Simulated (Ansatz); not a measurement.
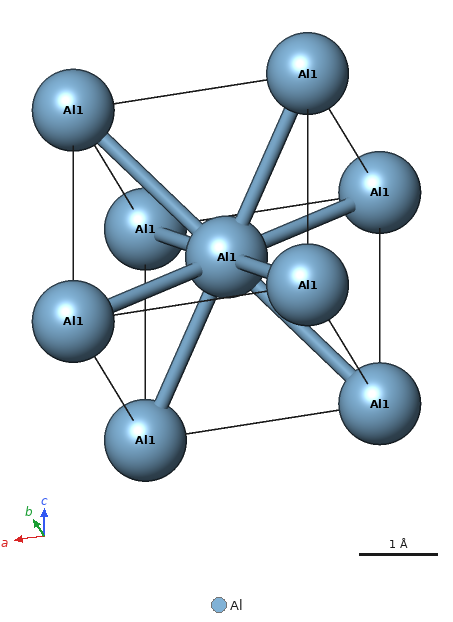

The input geometry of run 1 (ball-and-stick view of the cell 2 times as large as that of the calculation, set on its symmetry axes, seen at an oblique angle; atoms are numbered from 1 in the order of the input). Near neighbours in the crystal (not all of them lie inside the picture): Al has 8 Al at 2.73 Å.

**Al: a changed input and its effect**

System: Al (1 atom in the cell).
Method of run 1: DFT r2SCAN, scalar-relativistic, plane waves, PAW, no spin polarisation (Ansatz 0.2.0).

The structure derives from a Materials Project entry. Text and figures count atoms from 1; the logs count them from 0 in places.

### Input file, run 1
```yaml
crystal:
  lattice:
    - [-1.5782627414, 1.5782627414, 1.5782627414]
    - [1.5782627414, -1.5782627414, 1.5782627414]
    - [1.5782627414, 1.5782627414, -1.5782627414]
  atoms:
    - { symbol: Al, position: [0.0, 0.0, 0.0] }
basis:
  ecutwfc: 500
kpoints:
  mp_grid: { grid: [18, 18, 18] }
hamiltonian:
  xc: r2scan
scf:
  occupations: { method: gaussian, width: 0.1 }
output:
  forces: true
  stress: true
  eigenvalues: true
```

Launched with:
```bash
ansatz run input.yaml --threads 1 --pin off --max-ram 2560MiB --backend cpu --events-out ev --progress --plain --runs-dir out
```

Hardware: 1 thread of Intel Xeon (Sapphire Rapids), 192 GiB of memory available, shared host.

### Output, shortened to warnings, some set-up lines, iterations and results (run 1)
```
Basis set: ecut = 500 eV, 381 PW (Γ), exchange–correlation on 80×80×80 points (64 copies of the dense FFT grid, shifted against one another)
Symmetry: 48 space group operations
k-points: 195 of 5832
Initial density: superposition of atomic densities (neutral atoms: chi_scale 0, normalization atom), corrected by the library's trained network
[...]
SCF iter   1: F=—  HF=-540.289101 eV  |F-HF|=—  |Δ(HF+E_count)|=         —  Δρ=3.97e-3  dr2=2.72e-3  dr2_τ=4.84e-3  ethr=1.77e-3  ⟨swp⟩=4.6  Hψ=10332  notcnv=0
SCF iter   2: F=—  HF=-540.295532 eV  |F-HF|=—  |Δ(HF+E_count)|=   6.43e-3  Δρ=2.78e-3  dr2=1.31e-3  dr2_τ=2.81e-6  ethr=9.06e-5  ⟨swp⟩=2.9  Hψ=3658  notcnv=0  defer=79
SCF iter   3: F=—  HF=-540.295308 eV  |F-HF|=—  |Δ(HF+E_count)|=   2.24e-4  Δρ=1.60e-3  dr2=4.15e-4  dr2_τ=6.33e-7  ethr=4.35e-5  ⟨swp⟩=1.0  Hψ=1092  notcnv=0  defer=79
SCF iter   4: F=—  HF=-540.295248 eV  |F-HF|=—  |Δ(HF+E_count)|=   5.98e-5  Δρ=5.90e-4  dr2=5.50e-5  dr2_τ=4.79e-8  ethr=1.38e-5  ⟨swp⟩=1.0  Hψ=1092  notcnv=0  defer=79
SCF iter   5: F=—  HF=-540.295241 eV  |F-HF|=—  |Δ(HF+E_count)|=   7.09e-6  Δρ=1.27e-4  dr2=2.49e-6  dr2_τ=1.85e-9  ethr=1.83e-6  ⟨swp⟩=1.0  Hψ=1092  notcnv=0  defer=79
SCF iter   6: F=-540.295241 eV  HF=-540.295241 eV  |F-HF|=3.56e-9  |Δ(HF+E_count)|=   2.43e-7  Δρ=1.50e-5  dr2=3.43e-8  dr2_τ=2.70e-11  ethr=3.33e-9  ⟨swp⟩=4.8  Hψ=4974  …
SCF 1 converged in 6 iterations: F = -540.295241 eV  dr2 = 3.43e-8
SCF converged after 6 iterations
Free energy (F): -540.295241 eV
Harris-Foulkes:  -540.295241 eV  (|F-HF|=3.56e-9)
Internal energy: -540.292989 eV  (E = F + TS)
E sigma→0 (E₀):  -540.294115 eV
Entropy (-TS):   -0.002252 eV (-2.252 meV/atom)
Fermi energy:    8.533762 eV
--- Per-component energies (eV) ---
  E_band       = 10.965706
  E_kinetic    = 23.651986
  E_local      = 11.071023  (includes V_loc(G=0)·N_el)
  E_nonlocal   = 9.787299
  E_hartree    = 0.092886
  E_xc         = -36.991468
  E_vxc        = -31.534957  (∫ρ·V_xc dr)
  E_paw        = -473.136981  (= ΣΔE_a)
  E_vpaw       = -3.440163  (= ΣTr[D̂ρ^β])
  E_aug_tail   = -0.000001  (compensation charges beyond the density's cutoff)
  E_vtau       = 1.244724  (kinetic-family band-sum trace: ∫τ·v_τ [+ j·A + Jᵃ·Aᵃ] dr)
  E_ewald      = -74.707625
  E_core_change = -0.060108  (= ΣΔE_core)
  E_smearing   = -0.002252  (= −TS)
  E_closure    = 0.000000  (closes the sum)
  Σ components = -540.295241   (vs F -540.295241, Δ=0.00e0)
--- Forces (eV/Å), atoms counted from 1 ---
  atom   1  Al     0.00000000    -0.00000000     0.00000000
  max |Σ_I F_I| component: 7.38e-34 eV/Å
--- Stress (GPa, compression-positive) ---
        2.631060       0.000000      -0.000000
       -0.000000       2.631060       0.000000
        0.000000       0.000000       2.631060
  P = ⅓ Tr σ = 2.6311 GPa (26.311 kbar)
```

For run 2 the input was changed thus:
```diff
-    - [-1.5782627414, 1.5782627414, 1.5782627414]
-    - [1.5782627414, -1.5782627414, 1.5782627414]
-    - [1.5782627414, 1.5782627414, -1.5782627414]
+    - [-1.5278578505, 1.5278578505, 1.5278578505]
+    - [1.5278578505, -1.5278578505, 1.5278578505]
+    - [1.5278578505, 1.5278578505, -1.5278578505]
```

Predict how the results change.

With the same functional and potentials, run 2 lies 70.7 meV per atom higher. The pressure goes from 2.63 to 13.81 GPa. The volume per atom goes from 15.73 to 14.27 Å³. The number of SCF iterations is the same. The plane waves at Γ go from 381 to 369.

### Output, shortened to warnings, some set-up lines, iterations and results (run 2)
```
Basis set: ecut = 500 eV, 369 PW (Γ), exchange–correlation on 80×80×80 points (64 copies of the dense FFT grid, shifted against one another)
Symmetry: 48 space group operations
k-points: 195 of 5832
Initial density: superposition of atomic densities (neutral atoms: chi_scale 0, normalization atom), corrected by the library's trained network
[...]
SCF iter   1: F=—  HF=-540.219437 eV  |F-HF|=—  |Δ(HF+E_count)|=         —  Δρ=3.48e-3  dr2=1.76e-3  dr2_τ=7.19e-3  ethr=1.77e-3  ⟨swp⟩=4.7  Hψ=10309  notcnv=0
SCF iter   2: F=—  HF=-540.224798 eV  |F-HF|=—  |Δ(HF+E_count)|=   5.36e-3  Δρ=2.62e-3  dr2=9.73e-4  dr2_τ=3.10e-6  ethr=5.85e-5  ⟨swp⟩=2.0  Hψ=3804  notcnv=0  defer=90
SCF iter   3: F=—  HF=-540.224581 eV  |F-HF|=—  |Δ(HF+E_count)|=   2.17e-4  Δρ=1.46e-3  dr2=2.83e-4  dr2_τ=7.93e-7  ethr=3.24e-5  ⟨swp⟩=1.0  Hψ=1097  notcnv=0  defer=90
SCF iter   4: F=—  HF=-540.224542 eV  |F-HF|=—  |Δ(HF+E_count)|=   3.92e-5  Δρ=5.67e-4  dr2=4.18e-5  dr2_τ=6.62e-8  ethr=9.44e-6  ⟨swp⟩=1.0  Hψ=1092  notcnv=0  defer=90
SCF iter   5: F=—  HF=-540.224537 eV  |F-HF|=—  |Δ(HF+E_count)|=   5.26e-6  Δρ=1.18e-4  dr2=1.79e-6  dr2_τ=2.29e-9  ethr=1.39e-6  ⟨swp⟩=1.0  Hψ=1092  notcnv=0  defer=90
SCF iter   6: F=-540.224537 eV  HF=-540.224537 eV  |F-HF|=2.47e-9  |Δ(HF+E_count)|=   1.90e-7  Δρ=1.26e-5  dr2=2.00e-8  dr2_τ=2.16e-11  ethr=3.33e-9  ⟨swp⟩=5.0  Hψ=5551  …
SCF 1 converged in 6 iterations: F = -540.224537 eV  dr2 = 2.00e-8
SCF converged after 6 iterations
Free energy (F): -540.224537 eV
Harris-Foulkes:  -540.224537 eV  (|F-HF|=2.47e-9)
Internal energy: -540.222703 eV  (E = F + TS)
E sigma→0 (E₀):  -540.223620 eV
Entropy (-TS):   -0.001833 eV (-1.833 meV/atom)
Fermi energy:    9.650368 eV
--- Per-component energies (eV) ---
  E_band       = 13.354410
  E_kinetic    = 25.318084
  E_local      = 12.546098  (includes V_loc(G=0)·N_el)
  E_nonlocal   = 10.054915
  E_hartree    = 0.135916
  E_xc         = -37.712154
  E_vxc        = -32.471196  (∫ρ·V_xc dr)
  E_paw        = -473.333182  (= ΣΔE_a)
  E_vpaw       = -3.621304  (= ΣTr[D̂ρ^β])
  E_aug_tail   = -0.000001  (compensation charges beyond the density's cutoff)
  E_vtau       = 1.255947  (kinetic-family band-sum trace: ∫τ·v_τ [+ j·A + Jᵃ·Aᵃ] dr)
  E_ewald      = -77.172271
  E_core_change = -0.060108  (= ΣΔE_core)
  E_smearing   = -0.001833  (= −TS)
  E_closure    = 0.000000  (closes the sum)
  Σ components = -540.224537   (vs F -540.224537, Δ=0.00e0)
--- Forces (eV/Å), atoms counted from 1 ---
  atom   1  Al    -0.00000000    -0.00000000     0.00000000
  max |Σ_I F_I| component: 7.54e-34 eV/Å
--- Stress (GPa, compression-positive) ---
       13.814571      -0.000000      -0.000000
        0.000000      13.814571      -0.000000
       -0.000000      -0.000000      13.814571
  P = ⅓ Tr σ = 13.8146 GPa (138.146 kbar)
```

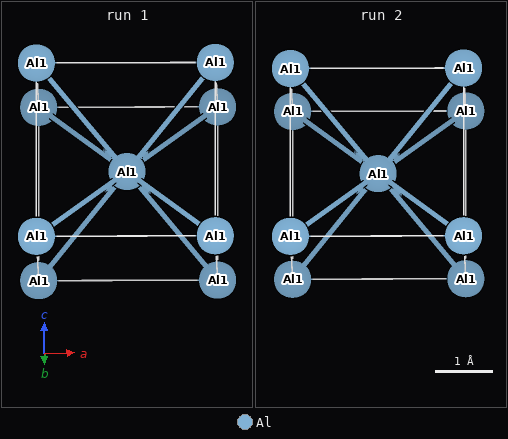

The two input geometries at one scale (ball-and-stick view of the cell 2 times as large as that of the calculation, set on its symmetry axes, seen at an oblique angle). The atoms keep their places relative to the cell (all moves are under 0.005 Å). The volume changes by −9.3 %, with a = b = c 3.157 → 3.056 Å (−3.2 %). Among the contacts that change: Al1–Al1 2.734 → 2.646 Å.

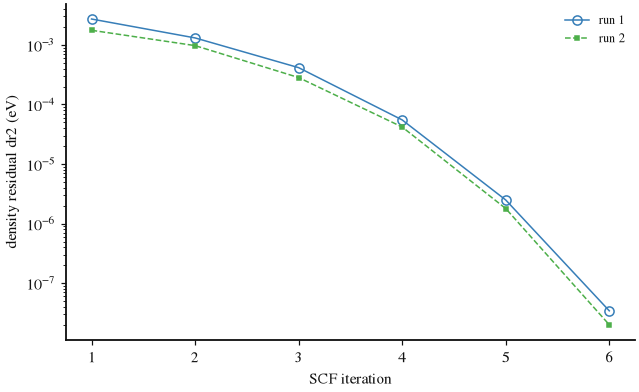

Convergence of the two runs: density residual dr2 against the SCF iteration. Run 1 takes 6 iterations in all, and run 2 takes 6.

### The two runs side by side

| quantity | run 1 | run 2 |
| --- | --- | --- |
| outcome | converged | converged |
| free energy per atom (eV) | −540.2952 | −540.2245 |
| energy per atom, smearing taken to zero (eV) | −540.2941 | −540.2236 |
| gap on the mesh (eV) | 0.00 | 0.00 |
| pressure (GPa) | 2.63 | 13.81 |
| volume per atom (Å³) | 15.73 | 14.27 |
| largest force (eV/Å) | 0.000 | 0.000 |
| SCF iterations | 6 | 6 |
| irreducible k-points | 195 | 195 |
| plane waves at Γ | 381 | 369 |
| wall time (shared host) | 1.9 s | 1.8 s |

For run 2: The cell is under a pressure of 13.8 GPa at this level, so it is not at its equilibrium volume.
